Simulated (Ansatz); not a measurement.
**Energy of BP along an even scaling of the cell**

System: BP (F-43m, 2 atoms in the cell).
Method: Kohn-Sham DFT of a periodic cell, PBEsol0, Ansatz PAW, no spin polarisation (Ansatz 0.2.0).

The 5 runs differ only in the geometry, by an even scaling of the cell at fixed fractional positions. The structure derives from an entry of the Crystallography Open Database.

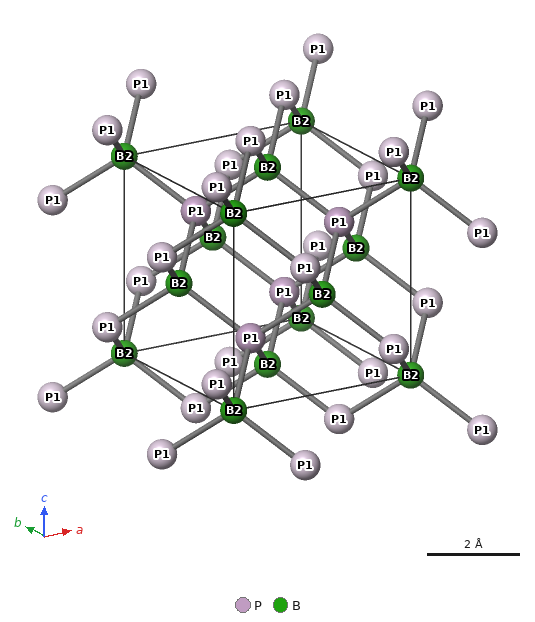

Figure 1. The structure of run 3 (ball-and-stick view of the cell 4 times as large as that of the calculation, set on its symmetry axes, seen at an oblique angle; neighbours outside the cell are drawn fainter; atoms are numbered from 1 in the order of the input).

## Input of run 3
```yaml
crystal:
  lattice:
    - [0.0, 2.269, 2.269]
    - [2.269, 0.0, 2.269]
    - [2.269, 2.269, 0.0]
  atoms:
    - { symbol: P, position: [0.75, 0.75, 0.75] }
    - { symbol: B, position: [0.0, 0.0, 0.0] }
hamiltonian:
  xc: { exchange: pbesol, correlation: pbesol, exx: { coeff: 0.25 } }
  pseudopotentials: { kind: paw }
kpoints:
  mp_grid: { grid: [5, 5, 5] }
scf:
  occupations: { method: fermi_dirac, width: 0.05 }
output:
  forces: true
  stress: true
  eigenvalues: true
```

Command:
```bash
ansatz run input.yaml --threads 2 --pin off --max-ram 5632MiB --backend cpu --events-out ev --progress --plain --runs-dir out
```

Run 2 differs from it as follows:
```diff
-    - [0.0, 2.269, 2.269]
-    - [2.269, 0.0, 2.269]
-    - [2.269, 2.269, 0.0]
+    - [0.0, 2.2383340787, 2.2383340787]
+    - [2.2383340787, 0.0, 2.2383340787]
+    - [2.2383340787, 2.2383340787, 0.0]
```

## Results, with one run withheld

```tsv
run	volume per atom (Å³)	free energy per atom, from the lowest run given (meV)	pressure (GPa)	gap on the mesh (eV)
1	10.981	9.26	8.20	2.54
2	11.214	?	?	?
3	11.682	0.00	−3.39	2.61
4	12.149	19.06	−9.47	2.66
5	12.383	34.80	−12.10	2.68
```

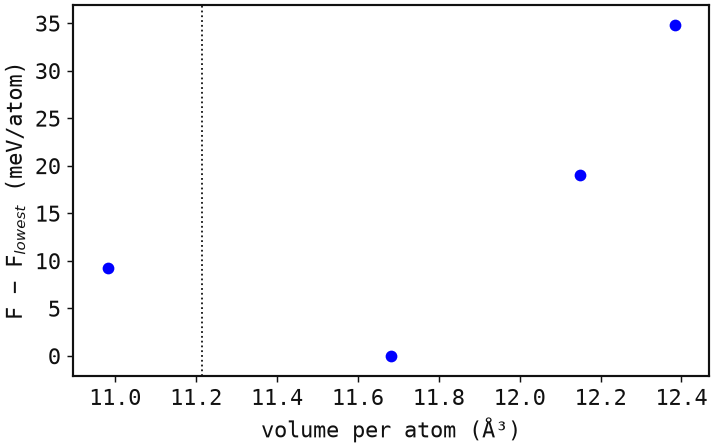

Figure 2. Free energy per atom of the runs given; the dotted line marks run 2.

What should run 2 give?

A quadratic polynomial in V^(−2/3) (the Birch–Murnaghan form), fitted to the 4 runs given, misses them by at most 0.01 meV per atom. With x = V^(−2/3) − 0.19317 Å⁻², it reads F = 2.4705 − 2726.3 x + 3.7442e+05 x² (meV per atom). At run 2 it gives 0.42 meV per atom, and the run itself gives 0.50. The slope of the fit gives a pressure −dF/dV of 3.97 GPa there, and the run prints 3.96 GPa. The fit has its minimum at 11.453 Å³ per atom, where V d²F/dV² gives 180 GPa: the bulk modulus at this level, since symmetry fixes the shape and the positions. The gap on the mesh goes, without turning, from 2.54 eV in run 1 to 2.68 eV in run 5; run 2 has 2.56 eV. These are gaps of this functional on this mesh, which can miss the band edges; they aren't the measured gap.

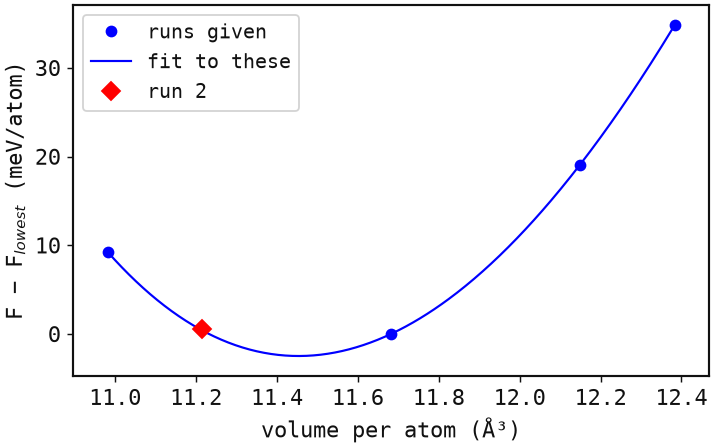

Figure 3. The fit and the withheld run.

## Output, shortened to warnings, some set-up lines, iterations and results (run 2)
```
Warning: output.stress: scf.convergence.dr2_threshold = 1e-7 eV (the SCF's general default) is looser than the 2e-10 eV advised for a printed stress (1e-10 eV for each atom of the cell: 2). What an SCF threshold leaves in a stress goes as its square root, and in the free energy as the threshold itself, and one threshold admits the most on a small cell: of the crystals measured, under no hybrid …
Warning: output.stress: scf.exx.energy_threshold = 1e-6 eV is looser than the 2e-8 eV advised for a stress under a hybrid functional (1e-8 eV for each atom of the cell: 2). Every SCF of the exchange loop can meet its threshold on dr2 while the loop round them stops early: no threshold on dr2 bounds what that leaves in the stress. Set scf.exx.energy_threshold to 2e-8 eV or tighter. The threshold …
Basis set: ecut = 420 eV, 411 PW (Γ), exchange–correlation on 48×48×48 points (8 copies of the dense FFT grid, shifted against one another)
Symmetry: 24 space group operations
k-points: 10 of 125 (time reversal used)
Initial density: superposition of atomic densities (neutral atoms: chi_scale 0, normalization atom), corrected by the library's trained network
[...]
SCF iter   1: F=—  HF=-893.515507 eV  |F-HF|=—  |Δ(HF+E_count)|=         —  Δρ=3.30e-3  dr2=2.85e-3  ethr=1.77e-3  ⟨swp⟩=6.7  Hψ=386  notcnv=0
SCF iter   2: F=—  HF=-893.514687 eV  |F-HF|=—  |Δ(HF+E_count)|=   8.20e-4  Δρ=1.13e-3  dr2=2.80e-4  ethr=3.38e-6  ⟨swp⟩=2.0  Hψ=276  notcnv=0
SCF iter   3: F=-893.514634 eV  HF=-893.514636 eV  |F-HF|=1.71e-6  |Δ(HF+E_count)|=   5.09e-5  Δρ=2.59e-4  dr2=1.14e-5  ethr=3.38e-6  ⟨swp⟩=2.1  Hψ=122  notcnv=0
SCF 1 stopped early in 3 iterations: F = -893.514634 eV  dr2 = 1.14e-5
SCF iter   1: F=—  HF=-899.923630 eV  |F-HF|=—  |Δ(HF+E_count)|=         —  Δρ=4.28e-3  dr2=1.95e-3  ethr=1.43e-6  ⟨swp⟩=6.8  Hψ=415  notcnv=0
SCF iter   2: F=—  HF=-899.922923 eV  |F-HF|=—  |Δ(HF+E_count)|=   7.07e-4  Δρ=1.91e-3  dr2=8.17e-4  ethr=1.43e-6  ⟨swp⟩=3.0  Hψ=160  notcnv=0
SCF iter   3: F=—  HF=-899.926176 eV  |F-HF|=—  |Δ(HF+E_count)|=   3.25e-3  Δρ=7.37e-4  dr2=8.89e-5  ethr=1.43e-6  ⟨swp⟩=3.7  Hψ=173  notcnv=0
SCF iter   4: F=—  HF=-899.926146 eV  |F-HF|=—  |Δ(HF+E_count)|=   3.02e-5  Δρ=6.85e-5  dr2=1.22e-5  ethr=8.72e-7  ⟨swp⟩=2.0  Hψ=122  notcnv=0
SCF iter   5: F=-899.926216 eV  HF=-899.926217 eV  |F-HF|=1.68e-6  |Δ(HF+E_count)|=   7.17e-5  Δρ=1.29e-4  dr2=3.18e-6  ethr=1.05e-8  ⟨swp⟩=4.0  Hψ=246  notcnv=0
SCF 2 stopped early in 5 iterations: F = -899.926216 eV  dr2 = 3.18e-6
SCF iter   1: F=—  HF=-899.926209 eV  |F-HF|=—  |Δ(HF+E_count)|=         —  Δρ=2.23e-5  dr2=7.02e-8  ethr=5.24e-7  ⟨swp⟩=3.9  Hψ=190  notcnv=0
SCF iter   2: F=—  HF=-899.926209 eV  |F-HF|=—  |Δ(HF+E_count)|=   6.47e-8  Δρ=9.13e-6  dr2=1.77e-8  ethr=7.47e-10  ⟨swp⟩=3.3  Hψ=169  notcnv=0  defer=1
SCF iter   3: F=-899.926209 eV  HF=-899.926209 eV  |F-HF|=1.59e-10  |Δ(HF+E_count)|=   4.48e-9  Δρ=2.93e-6  dr2=6.63e-10  ethr=1.86e-10  ⟨swp⟩=2.7  Hψ=148  notcnv=0
SCF 3 converged in 3 iterations: F = -899.926209 eV  dr2 = 6.63e-10
  Residual-converged pass: ⟨swp⟩=3.0  Hψ=153  notcnv=0  max |occ|·‖R‖ = 1.9e-6 eV (tolerance 2.4e-6 eV)  dr2=6.44e-10  dr2_onsite=8.09e-11  max |Δocc| = 7.8e-19
hybrid outer 2: dexx = +8.540e-8 eV, tail = 2.05e-9 eV, Δε = 2.04e-3 eV (about 5.52e-5 eV left of the loop's levels)
hybrid SCF converged: 2 outer / 8 inner (+3 warm-up), last move |dexx| = 8.54e-8 eV, tail = 2.05e-9 eV
Stability not checked: this state was not tested for a lower state beside it, because the functional holds exact exchange (a hybrid, or Hartree-Fock), whose exchange loop this test does not read (fock_operator; see scf.lower_state_search)
Free energy (F): -899.926209 eV
Frozen-core exchange: fock
Harris-Foulkes:  -899.926209 eV  (|F-HF|=1.59e-10)
Internal energy: -899.926209 eV  (E = F + TS)
E sigma→0 (E₀):  -899.926209 eV
Fermi energy:    10.290943 eV
--- Per-component energies (eV) ---
  E_band       = 13.076525
  E_kinetic    = 123.719863
  E_local      = -64.467247  (includes V_loc(G=0)·N_el)
  E_nonlocal   = 44.844180
  E_hartree    = 16.444655
  E_xc         = -74.019159
  E_vxc        = -79.048855  (∫ρ·V_xc dr)
  E_exx        = -17.173356  (= α·E_x^exact, valence–valence)
  E_paw        = -639.830830  (= ΣΔE_a)
  E_vpaw       = -10.513930  (= ΣTr[D̂ρ^β])
  E_aug_tail   = -0.000000  (compensation charges beyond the density's cutoff)
  E_ewald      = -289.402847
  E_core_change = -0.041468  (= ΣΔE_core)
  E_smearing   = -0.000000  (= −TS)
  E_closure    = -0.000000  (closes the sum)
  Σ components = -899.926209   (vs F -899.926209, Δ=-1.14e-13)
--- Forces (eV/Å), atoms counted from 1 ---
  atom   1  P      0.00000000     0.00000000     0.00000000
  atom   2  B     -0.00000000     0.00000000    -0.00000000
  max |Σ_I F_I| component: 4.07e-16 eV/Å
--- Stress (GPa, compression-positive) ---
        3.960603       0.000000      -0.000000
       -0.000000       3.960603       0.000000
       -0.000000       0.000000       3.960603
  P = ⅓ Tr σ = 3.9606 GPa (39.606 kbar)
```

Warnings of the run: the exchange loop's threshold is looser than advised for the stress; the SCF threshold is looser than advised for the printed stress.
